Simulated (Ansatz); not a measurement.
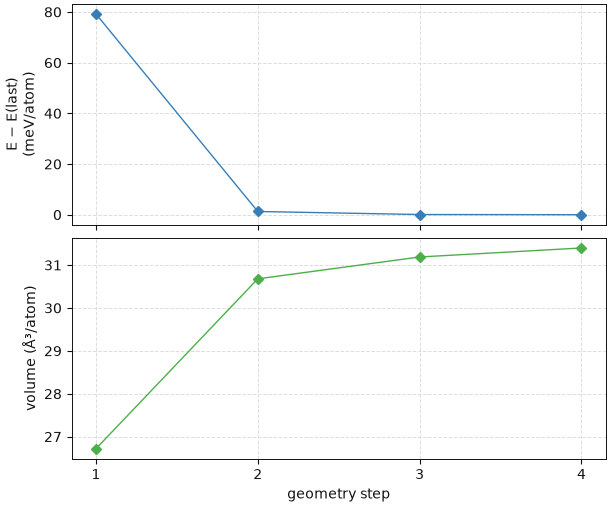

History of a geometry optimisation. Tl (Im-3m, 1 atom in the cell); DFT, PBE, PAW with Ansatz's default frozen-core files, scalar-relativistic in Ansatz 0.2.0; cutoff 420 eV, 12×12×12 k-mesh, Fermi–Dirac smearing of 0.05 eV. Atoms and cell relax. A closing SCF on a freshly chosen basis isn't drawn.

The optimisation met its thresholds at geometry 4, counting the start as the first. The energy fell by about 79 meV/atom from the first step to the last. All forces vanish by symmetry, so only the cell moves. The volume grows from 26.7 to 31.4 Å³ per atom (+18 %).
